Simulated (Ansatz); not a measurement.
**Geometry relaxation of AlAs (part 1 of 3)**

AlAs (slab, 32 atoms in the cell), computed with DFT PBE+D3(BJ), scalar-relativistic, plane waves, PAW, no spin polarisation (Ansatz 0.2.0).

The structure derives from an entry of the Crystallography Open Database. The input holds or restrains some coordinates. Forces given for the steps count only the free coordinates. It belongs to a series of runs on one base structure; here: clean slab, lower planes held. Figures and captions count atoms from 1; the log counts them from 0 in places.

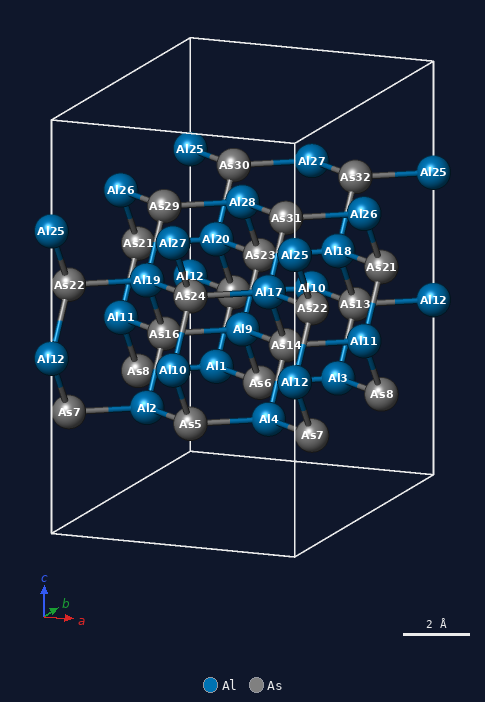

Fig. 1: The structure as given in the input (ball-and-stick view of the cell of the calculation, with the vacuum cut short, seen slightly off an axis; atoms are numbered from 1 in the order of the input). An atom can appear more than once, as a periodic image. Near neighbours in the periodic cell (some may lie outside the picture): Al has 3 As at 2.45 Å; As has 3 Al at 2.45 Å; Al has 4 As at 2.45 Å; As has 4 Al at 2.45 Å.

**Input**
```yaml
crystal:
  lattice:
    - [8.0103882437, 0.0, 0.0]
    - [0.0, 11.3283996941, 0.0]
    - [0.0, 0.0, 22.0077911828]
  atoms:
    - { symbol: Al, position: [0.25, 0.75, 0.3635076293] }
    - { symbol: Al, position: [0.25, 0.25, 0.3635076293] }
    - { symbol: Al, position: [0.75, 0.75, 0.3635076293] }
    - { symbol: Al, position: [0.75, 0.25, 0.3635076293] }
    - { symbol: As, position: [0.5, 0.125, 0.3635076293] }
    - { symbol: As, position: [0.5, 0.625, 0.3635076293] }
    - { symbol: As, position: [0.0, 0.125, 0.3635076293] }
    - { symbol: As, position: [0.0, 0.625, 0.3635076293] }
    - { symbol: Al, position: [0.5, 0.5, 0.4545025431] }
    - { symbol: Al, position: [0.5, 0.0, 0.4545025431] }
    - { symbol: Al, position: [0.0, 0.5, 0.4545025431] }
    - { symbol: Al, position: [0.0, 0.0, 0.4545025431] }
    - { symbol: As, position: [0.75, 0.875, 0.4545025431] }
    - { symbol: As, position: [0.75, 0.375, 0.4545025431] }
    - { symbol: As, position: [0.25, 0.875, 0.4545025431] }
    - { symbol: As, position: [0.25, 0.375, 0.4545025431] }
    - { symbol: Al, position: [0.75, 0.25, 0.5454974569] }
    - { symbol: Al, position: [0.75, 0.75, 0.5454974569] }
    - { symbol: Al, position: [0.25, 0.25, 0.5454974569] }
    - { symbol: Al, position: [0.25, 0.75, 0.5454974569] }
    - { symbol: As, position: [0.0, 0.625, 0.5454974569] }
    - { symbol: As, position: [0.0, 0.125, 0.5454974569] }
    - { symbol: As, position: [0.5, 0.625, 0.5454974569] }
    - { symbol: As, position: [0.5, 0.125, 0.5454974569] }
    - { symbol: Al, position: [0.0, 0.0, 0.6364923707] }
    - { symbol: Al, position: [0.0, 0.5, 0.6364923707] }
    - { symbol: Al, position: [0.5, 0.0, 0.6364923707] }
    - { symbol: Al, position: [0.5, 0.5, 0.6364923707] }
    - { symbol: As, position: [0.25, 0.375, 0.6364923707] }
    - { symbol: As, position: [0.25, 0.875, 0.6364923707] }
    - { symbol: As, position: [0.75, 0.375, 0.6364923707] }
    - { symbol: As, position: [0.75, 0.875, 0.6364923707] }
basis:
  ecutwfc: 420
kpoints:
  mp_grid: { grid: [2, 2, 1] }
hamiltonian:
  xc: pbe
  dispersion: d3bj
scf:
  occupations: { method: gaussian, width: 0.05 }
output:
  forces: true
  eigenvalues: true
  write_density: true
  write_potential: true
  elf: true
  volumetric_format: npy
relax:
  adjacent_minimum: "off"
  f_tol: 0.03
  max_steps: 70
  constraints: [{ sites: [0, 1, 2, 3, 4, 5, 6, 7, 8, 9, 10, 11, 12, 13, 14, 15] }]
efield:
  axis: 3
  dipole_correction: true
  ramp_width: 0.04
```

Launch command:
```bash
ansatz run input.yaml --threads 4 --pin off --max-ram 10240MiB --backend cpu --events-out ev --progress --plain --runs-dir out
```

**Output**
```
Engine: ansatz 0.2.0, aarch64-unknown-linux-gnu
Pseudopotentials: kind: paw
Pseudopotential: Al, paw, valence charge 3, recommended cutoff 420 eV (normal), Al.paw.azcp
Pseudopotential: As, paw, valence charge 15, recommended cutoff 420 eV (normal), As.paw.azcp
Functional definition: PBE
  parameter kappa = 0.804
  parameter beta = 0.06672455060314922
  exchange = pbe_x(kappa = kappa, mu = beta*pi^2/3)
  correlation = pbe_c(beta = beta)
Crystal: 32 atoms, lattice volume = 1997.094 Å³
Basis set: ecut = 420 eV, 39055 PW (Γ), exchange–correlation on 108×160×300 points (8 copies of the dense FFT grid, shifted against one another)
Bands: 176, of which v1, the nominal top of the filled ones, is band 144 counted from 1 (143 counted from 0)
Symmetry: 8 space group operations
k-points: 4
Non-local potential: Al, projectors of the file, l = 0: 2, l = 1: 2, l = 2: 1
Non-local potential: As, projectors of the file, l = 0: 2, l = 1: 2, l = 2: 3, l = 3: 1
PAW form: soft (Blöchl's): semilocal exchange-correlation on the pseudo side does not see the compensation charge
PAW one-centre angular grid: Al, 110 points (default); XC on 64 Gauss nodes
PAW one-centre angular grid: As, 590 points (default); XC on 64 Gauss nodes
Initial density: superposition of atomic densities (neutral atoms: chi_scale 0, normalization atom), corrected by the library's trained network
Initial wavefunctions: pseudopotential atomic-orbital guess
Functional: x = pbe(κ = 0.804, μ = 0.2195149727645171), c = pbe(β = 0.06672455060314922)
SCF iter   1: F=—  HF=-86307.263462 eV  |F-HF|=—  |Δ(HF+E_count)|=         —  Δρ=1.29e-3  dr2=8.14e-2  ethr=1.77e-3  p=0.000 e·Å  D=1.07e-13 V/Å  ΔV_dip=-0.00 eV  dr2_dipole=1.02e-7  V_vac-E_F(+/−)=4.53/4.53 eV  ⟨swp⟩=7.2  Hψ=2821  notcnv=0  defer=25
efield: sawtooth ramp at fractional position 0.9800 (placed from the atoms, in the widest stretch of the axis that holds none; the zero of the levels goes with the place), width 0.0400; the density the first Hamiltonian is built on has a dipole p = 0.000 e·Å; the dipole correction subtracts the counter field D = 1.07e-13 V/Å, which shifts the + side's vacuum level by -0.00 eV against the − side's; the planar-averaged density in the ramp window peaks in size at 1.2e-5 e/Å³
preconditioner: auto → Resta (q_TF=auto, 1.976 Å⁻¹)  ε∞=2.6  [insulator: Δε(μ)=0.857 eV  Ē_g=7.535 eV  σ=0.050 eV  W_gap=1.00  n_scr=274 (ndim 8)  ℏωp=9.4 eV  f_vac=0.563  D(μ)=0.00/eV (n_scr^D=0)  ε∞_Penn≈2.6  vacuum switching on, ρ_ref=4.1e-3 e/Å³]
SCF iter   2: F=—  HF=-86307.261823 eV  |F-HF|=—  |Δ(HF+E_count)|=   1.64e-3  Δρ=6.32e-4  dr2=1.19e-2  ethr=2.83e-5  p=-0.000 e·Å  D=-2.69e-5 V/Å  ΔV_dip=0.00 eV  dr2_dipole=1.15e-6  V_vac-E_F(+/−)=4.45/4.45 eV  ⟨swp⟩=3.0  Hψ=1642  notcnv=0  defer=62
SCF iter   3: F=—  HF=-86307.266494 eV  |F-HF|=—  |Δ(HF+E_count)|=   4.67e-3  Δρ=2.66e-4  dr2=2.66e-3  ethr=4.14e-6  p=0.001 e·Å  D=1.03e-4 V/Å  ΔV_dip=-0.00 eV  dr2_dipole=1.46e-5  V_vac-E_F(+/−)=4.41/4.42 eV  ⟨swp⟩=2.0  Hψ=1022  notcnv=0  defer=62
SCF iter   4: F=—  HF=-86307.267636 eV  |F-HF|=—  |Δ(HF+E_count)|=   1.14e-3  Δρ=7.79e-5  dr2=5.39e-4  ethr=9.23e-7  p=-0.004 e·Å  D=-3.64e-4 V/Å  ΔV_dip=0.01 eV  dr2_dipole=1.88e-4  V_vac-E_F(+/−)=4.39/4.38 eV  ⟨swp⟩=3.0  Hψ=1183  notcnv=0  defer=62
SCF iter   5: F=—  HF=-86307.267968 eV  |F-HF|=—  |Δ(HF+E_count)|=   3.33e-4  Δρ=7.96e-5  dr2=2.63e-3  ethr=1.87e-7  p=0.011 e·Å  D=9.87e-4 V/Å  ΔV_dip=-0.02 eV  dr2_dipole=1.36e-3  V_vac-E_F(+/−)=4.37/4.39 eV  ⟨swp⟩=2.0  Hψ=790  notcnv=0  defer=62  recentre
SCF iter   6: F=—  HF=-86307.267732 eV  |F-HF|=—  |Δ(HF+E_count)|=   2.37e-4  Δρ=2.19e-5  dr2=1.58e-5  ethr=1.87e-7  p=-0.000 e·Å  D=-3.07e-5 V/Å  ΔV_dip=0.00 eV  dr2_dipole=1.16e-6  V_vac-E_F(+/−)=4.38/4.38 eV  ⟨swp⟩=2.0  Hψ=740  notcnv=0  defer=62
SCF iter   7: F=-86307.267755 eV  HF=-86307.267755 eV  |F-HF|=2.36e-7  |Δ(HF+E_count)|=   2.35e-5  Δρ=9.34e-6  dr2=5.36e-6  ethr=5.50e-9  p=0.000 e·Å  D=1.82e-6 V/Å  ΔV_dip=-0.00 eV  dr2_dipole=4.11e-10  V_vac-E_F(+/−)=4.38/4.38 eV  ⟨swp⟩=24.0  Hψ=7331  notcnv=0
SCF 1 converged in 7 iterations: F = -86307.267755 eV  dr2 = 5.36e-6
  greatest PAW one-centre occupation: 0.999 electrons in one spin orbital (limit 2), on the As atom at site 31 (counted from 0), in its partial waves of l = 2
relax step   1: F+E_penalty+E_count = -86307.26775486 eV  Δ(F+E_penalty+E_count) = +0.000e0 eV  max|allowed force component| = 1.288e0 eV/Å  Δτ_max = 0.0000 Å  (7 SCF iters, dr2 threshold 2.25e-5 eV, accepted)
Initial density: handed on by an earlier stage of this run
Initial wavefunctions: those handed on with the density
iter 1 solved again at ethr=5.45e-5 eV; its pass at ethr=3.10e-3 eV (dr2=1.57e-1 eV) is discarded
SCF iter   1: F=—  HF=-86308.823369 eV  |F-HF|=—  |Δ(HF+E_count)|=         —  Δρ=2.45e-3  dr2=1.54e-1  ethr=5.45e-5  p=0.000 e·Å  D=1.85e-6 V/Å  ΔV_dip=-0.00 eV  dr2_dipole=3.20e-3  V_vac-E_F(+/−)=4.30/4.30 eV  ⟨swp⟩=1.8  Hψ=2288  notcnv=0  defer=99
efield: sawtooth ramp at fractional position 0.9800 (handed on by an earlier solve), width 0.0400; the density the first Hamiltonian is built on has a dipole p = 0.000 e·Å; the dipole correction subtracts the counter field D = 1.85e-6 V/Å, which shifts the + side's vacuum level by -0.00 eV against the − side's; the planar-averaged density in the ramp window peaks in size at 1.9e-7 e/Å³
preconditioner: auto → Resta (q_TF=auto, 1.976 Å⁻¹)  ε∞=2.5  [insulator: Δε(μ)=0.977 eV  Ē_g=7.588 eV  σ=0.050 eV  W_gap=1.00  n_scr=274 (ndim 8)  ℏωp=9.4 eV  f_vac=0.569  D(μ)=0.00/eV (n_scr^D=0)  ε∞_Penn≈2.5  vacuum switching on, ρ_ref=4.2e-3 e/Å³]
SCF iter   2: F=—  HF=-86308.817187 eV  |F-HF|=—  |Δ(HF+E_count)|=   6.18e-3  Δρ=1.28e-3  dr2=3.51e-2  ethr=5.36e-5  p=-0.058 e·Å  D=-5.24e-3 V/Å  ΔV_dip=0.12 eV  dr2_dipole=2.48e-4  V_vac-E_F(+/−)=4.42/4.30 eV  ⟨swp⟩=2.0  Hψ=808  notcnv=0  defer=99
SCF iter   3: F=—  HF=-86308.829191 eV  |F-HF|=—  |Δ(HF+E_count)|=   1.20e-2  Δρ=5.22e-4  dr2=5.03e-2  ethr=1.22e-5  p=-0.020 e·Å  D=-1.78e-3 V/Å  ΔV_dip=0.04 eV  dr2_dipole=2.35e-2  V_vac-E_F(+/−)=4.37/4.33 eV  ⟨swp⟩=2.0  Hψ=858  notcnv=0  defer=99
SCF iter   4: F=—  HF=-86308.826021 eV  |F-HF|=—  |Δ(HF+E_count)|=   3.17e-3  Δρ=2.48e-4  dr2=1.71e-2  ethr=1.22e-5  p=-0.113 e·Å  D=-1.02e-2 V/Å  ΔV_dip=0.23 eV  dr2_dipole=7.37e-3  V_vac-E_F(+/−)=4.52/4.29 eV  ⟨swp⟩=2.0  Hψ=789  notcnv=0  defer=99
SCF iter   5: F=—  HF=-86308.824429 eV  |F-HF|=—  |Δ(HF+E_count)|=   1.59e-3  Δρ=9.21e-5  dr2=5.69e-4  ethr=5.93e-6  p=-0.088 e·Å  D=-8.01e-3 V/Å  ΔV_dip=0.18 eV  dr2_dipole=9.95e-5  V_vac-E_F(+/−)=4.49/4.31 eV  ⟨swp⟩=1.5  Hψ=764  notcnv=0  defer=99
SCF iter   6: F=—  HF=-86308.824548 eV  |F-HF|=—  |Δ(HF+E_count)|=   1.19e-4  Δρ=3.69e-5  dr2=4.89e-5  ethr=1.98e-7  p=-0.088 e·Å  D=-7.94e-3 V/Å  ΔV_dip=0.17 eV  dr2_dipole=1.00e-6  V_vac-E_F(+/−)=4.49/4.31 eV  ⟨swp⟩=2.0  Hψ=906  notcnv=0  defer=99
SCF iter   7: F=-86308.824583 eV  HF=-86308.824582 eV  |F-HF|=1.27e-6  |Δ(HF+E_count)|=   3.40e-5  Δρ=1.00e-5  dr2=3.06e-6  ethr=1.70e-8  p=-0.088 e·Å  D=-8.02e-3 V/Å  ΔV_dip=0.18 eV  dr2_dipole=2.26e-9  V_vac-E_F(+/−)=4.49/4.32 eV  ⟨swp⟩=22.5  Hψ=7514  notcnv=0
SCF 2 converged in 7 iterations: F = -86308.824583 eV  dr2 = 3.06e-6
[... from here on the iterations of each SCF are left out, up to the last one ...]
relax step   2: F+E_penalty+E_count = -86308.82458292 eV  Δ(F+E_penalty+E_count) = -1.557e0 eV  max|allowed force component| = 8.326e-1 eV/Å  Δτ_max = 0.1949 Å  (7 SCF iters, dr2 threshold 1.00e-4 eV, accepted)
efield: sawtooth ramp at fractional position 0.9800 (handed on by an earlier solve), width 0.0400; the density the first Hamiltonian is built on has a dipole p = -0.088 e·Å; the dipole correction subtracts the counter field D = -8.02e-3 V/Å, which shifts the + side's vacuum level by +0.18 eV against the − side's; the planar-averaged density in the ramp window peaks in size at 1.5e-7 e/Å³
preconditioner: auto → Resta (q_TF=auto, 1.976 Å⁻¹)  ε∞=2.5  [insulator: Δε(μ)=0.998 eV  Ē_g=7.610 eV  σ=0.050 eV  W_gap=1.00  n_scr=274 (ndim 8)  ℏωp=9.4 eV  f_vac=0.571  D(μ)=0.00/eV (n_scr^D=0)  ε∞_Penn≈2.5  vacuum switching on, ρ_ref=4.2e-3 e/Å³]
SCF 3 converged in 6 iterations: F = -86309.551813 eV  dr2 = 3.71e-5
relax step   3: F+E_penalty+E_count = -86309.55181344 eV  Δ(F+E_penalty+E_count) = -7.272e-1 eV  max|allowed force component| = 3.201e-1 eV/Å  Δτ_max = 0.1948 Å  (6 SCF iters, dr2 threshold 4.33e-5 eV, accepted)
efield: sawtooth ramp at fractional position 0.9800 (handed on by an earlier solve), width 0.0400; the density the first Hamiltonian is built on has a dipole p = -0.143 e·Å; the dipole correction subtracts the counter field D = -1.29e-2 V/Å, which shifts the + side's vacuum level by +0.28 eV against the − side's; the planar-averaged density in the ramp window peaks in size at 1.0e-7 e/Å³
preconditioner: auto → Resta (q_TF=auto, 1.976 Å⁻¹)  ε∞=2.5  [insulator: Δε(μ)=0.972 eV  Ē_g=7.635 eV  σ=0.050 eV  W_gap=1.00  n_scr=274 (ndim 8)  ℏωp=9.4 eV  f_vac=0.573  D(μ)=0.00/eV (n_scr^D=0)  ε∞_Penn≈2.5  vacuum switching on, ρ_ref=4.2e-3 e/Å³]
SCF 4 converged in 7 iterations: F = -86309.740499 eV  dr2 = 3.98e-6
relax step   4: F+E_penalty+E_count = -86309.74049948 eV  Δ(F+E_penalty+E_count) = -1.887e-1 eV  max|allowed force component| = 6.051e-2 eV/Å  Δτ_max = 0.1929 Å  (7 SCF iters, dr2 threshold 1.51e-5 eV, accepted)
SCF iter   1: F=—  HF=-86309.746920 eV  |F-HF|=—  |Δ(HF+E_count)|=         —  Δρ=6.86e-4  dr2=9.87e-3  ethr=3.36e-5  p=-0.146 e·Å  D=-1.32e-2 V/Å  ΔV_dip=0.29 eV  dr2_dipole=1.54e-4  V_vac-E_F(+/−)=4.60/4.31 eV  ⟨swp⟩=2.5  Hψ=1122  notcnv=0  defer=109
efield: sawtooth ramp at fractional position 0.9800 (handed on by an earlier solve), width 0.0400; the density the first Hamiltonian is built on has a dipole p = -0.146 e·Å; the dipole correction subtracts the counter field D = -1.32e-2 V/Å, which shifts the + side's vacuum level by +0.29 eV against the − side's; the planar-averaged density in the ramp window peaks in size at 1.2e-7 e/Å³
preconditioner: auto → Resta (q_TF=auto, 1.976 Å⁻¹)  ε∞=2.5  [insulator: Δε(μ)=0.970 eV  Ē_g=7.640 eV  σ=0.050 eV  W_gap=1.00  n_scr=274 (ndim 8)  ℏωp=9.4 eV  f_vac=0.572  D(μ)=0.00/eV (n_scr^D=0)  ε∞_Penn≈2.5  vacuum switching on, ρ_ref=4.2e-3 e/Å³]
SCF iter   2: F=—  HF=-86309.746438 eV  |F-HF|=—  |Δ(HF+E_count)|=   4.82e-4  Δρ=3.66e-4  dr2=2.94e-3  ethr=3.43e-6  p=-0.134 e·Å  D=-1.21e-2 V/Å  ΔV_dip=0.27 eV  dr2_dipole=4.24e-4  V_vac-E_F(+/−)=4.58/4.31 eV  ⟨swp⟩=2.0  Hψ=845  notcnv=0  defer=109
SCF iter   3: F=—  HF=-86309.747103 eV  |F-HF|=—  |Δ(HF+E_count)|=   6.64e-4  Δρ=1.71e-4  dr2=4.54e-3  ethr=1.02e-6  p=-0.164 e·Å  D=-1.49e-2 V/Å  ΔV_dip=0.33 eV  dr2_dipole=2.02e-3  V_vac-E_F(+/−)=4.63/4.30 eV  ⟨swp⟩=2.0  Hψ=787  notcnv=0  defer=109
SCF iter   4: F=—  HF=-86309.746631 eV  |F-HF|=—  |Δ(HF+E_count)|=   4.72e-4  Δρ=4.38e-5  dr2=9.91e-5  ethr=1.02e-6  p=-0.145 e·Å  D=-1.32e-2 V/Å  ΔV_dip=0.29 eV  dr2_dipole=3.24e-5  V_vac-E_F(+/−)=4.60/4.31 eV  ⟨swp⟩=2.0  Hψ=741  notcnv=0  defer=109
SCF iter   5: F=—  HF=-86309.746705 eV  |F-HF|=—  |Δ(HF+E_count)|=   7.39e-5  Δρ=1.43e-5  dr2=1.54e-5  ethr=3.44e-8  p=-0.148 e·Å  D=-1.34e-2 V/Å  ΔV_dip=0.30 eV  dr2_dipole=1.15e-7  V_vac-E_F(+/−)=4.60/4.31 eV  ⟨swp⟩=2.0  Hψ=849  notcnv=0  defer=109
SCF iter   6: F=—  HF=-86309.746706 eV  |F-HF|=—  |Δ(HF+E_count)|=   1.41e-6  Δρ=5.89e-6  dr2=1.77e-6  ethr=5.34e-9  p=-0.149 e·Å  D=-1.35e-2 V/Å  ΔV_dip=0.30 eV  dr2_dipole=2.02e-8  V_vac-E_F(+/−)=4.60/4.31 eV  ⟨swp⟩=2.0  Hψ=802  notcnv=0  defer=109
SCF iter   7: F=—  HF=-86309.746707 eV  |F-HF|=—  |Δ(HF+E_count)|=   5.95e-7  Δρ=2.18e-6  dr2=2.10e-7  ethr=6.13e-10  p=-0.149 e·Å  D=-1.35e-2 V/Å  ΔV_dip=0.30 eV  dr2_dipole=6.69e-9  V_vac-E_F(+/−)=4.61/4.31 eV  ⟨swp⟩=2.0  Hψ=1011  notcnv=0  defer=109
SCF iter   8: F=-86309.746707 eV  HF=-86309.746707 eV  |F-HF|=1.54e-8  |Δ(HF+E_count)|=   4.57e-8  Δρ=7.32e-7  dr2=1.36e-8  ethr=3.47e-11  p=-0.149 e·Å  D=-1.35e-2 V/Å  ΔV_dip=0.30 eV  dr2_dipole=1.22e-10  V_vac-E_F(+/−)=4.61/4.31 eV  ⟨swp⟩=18.8  Hψ=5594  notcnv=0
SCF 5 converged in 8 iterations: F = -86309.746707 eV  dr2 = 1.36e-8
relax step   5: F+E_penalty+E_count = -86309.74670696 eV  Δ(F+E_penalty+E_count) = -6.207e-3 eV  max|allowed force component| = 1.269e-2 eV/Å  Δτ_max = 0.0380 Å  (8 SCF iters, accepted)
```

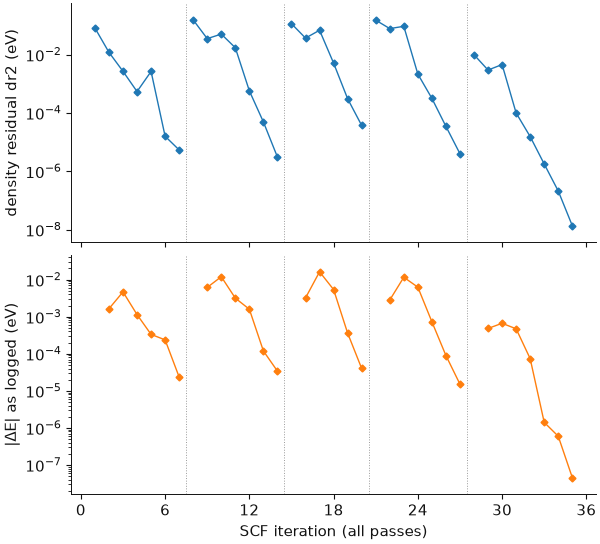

Fig. 2: Convergence of the self-consistent field: density residual dr2 and size of the energy change against the SCF iteration. The dotted lines part the SCF passes of the relaxation: geometry steps, rejected trials and re-solves on a re-selected basis. The 5 passes take 6 to 8 iterations each, 35 in all.
